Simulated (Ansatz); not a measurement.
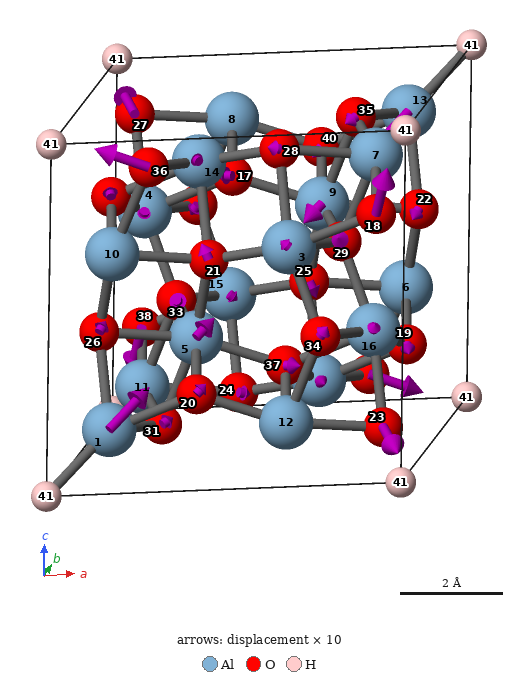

A relaxation of a defect cell of composition Al16HO24 (cell charge +1). The starting structure is drawn; purple arrows show the displacements, 10 times their true length.

A ball-and-stick model of the cell of the calculation, seen slightly off an axis.

Case: H interstitial, charge +1, atoms relaxed at the host's cell.

These are results of DFT PBEsol, scalar-relativistic, plane waves, PAW (Ansatz), not measurements. Set-up: plane-wave cutoff 420 eV; k-point mesh 2 × 2 × 2; occupations gaussian; smearing width 0.01 eV; mesh shifted by (0.5, 0.5, 0.5); no spin polarisation; atoms relaxed in a fixed cell; force threshold 0.025 eV/Å; at most 45 steps.

Q: What happened in the run?

A: The energy falls by 0.922 eV per cell of the calculation in 4 geometry steps. Largest force component: 2.4 eV/Å at the start, 0.014 eV/Å at the end. The largest moves, 0.12 Å, are those of Al atoms. By element the largest moves are Al 0.12 Å, O 0.12 Å. H stays in place. The cell doesn't change. Near-neighbour distances that change, for instance: Al–H 1.923 → 2.047 Å, Al–O 1.950 → 2.032 Å, Al–O 1.972 → 1.913 Å, Al–O 1.964 → 1.988 Å. Bond angles that change, for instance: O–Al–O 162.7° → 170.8°, O–Al–O 103.0° → 95.1°, O–Al–O 93.5° → 87.0°. The run took 14 s on 4 threads of Intel(R) Xeon(R) Platinum 8259CL CPU @ 2.50GHz (Skylake/Cascade Lake), with other jobs on the host, peak memory 0.88 GiB.

Limits of the set-up: the periodic images lie only 7.0 Å apart, so the values are limited by the cell's size; the cell is charged, on a uniform background, and energies carry no finite-size correction.
